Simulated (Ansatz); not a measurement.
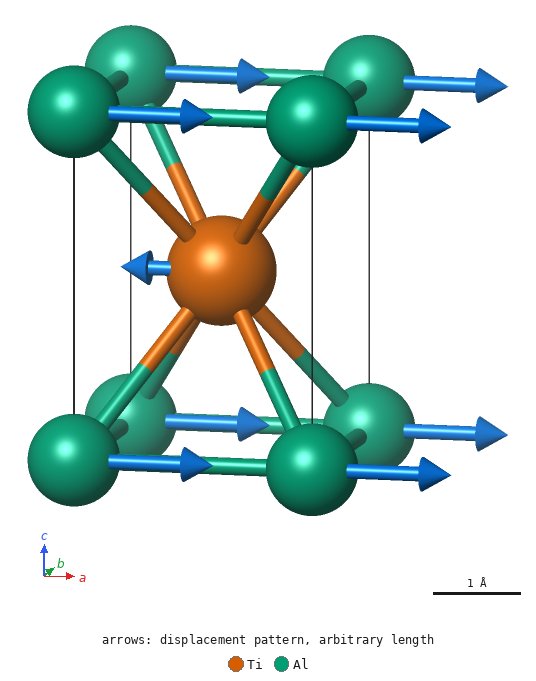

One vibrational mode of crystalline TiAl (a generated structure) at the zone centre. The blue arrows are the displacements of the atoms (eigenvector over the root of the mass), of arbitrary overall length and sign. Style: ball-and-stick. Shown: the cell of the calculation, slightly off an axis.

The calculation used DFT PBE, scalar-relativistic, plane waves, PAW (Ansatz 0.2.0). Set-up: plane-wave cutoff 420 eV; k-point mesh 20 × 20 × 14; occupations fermi dirac; smearing width 0.15 eV; no spin polarisation.

The frequencies depend somewhat on the k-mesh and the smearing.

### Describe the mode and give its frequency.

This is the E_u mode (doubly degenerate; one member of the set is drawn) at 260 cm⁻¹, the lowest optical level, infrared-active by symmetry. The Al sublattice moves against the Ti sublattice, along a; the kinetic energy is shared as Al 64 %, Ti 36 %. The crystal is a metal, so free carriers screen the infrared response.
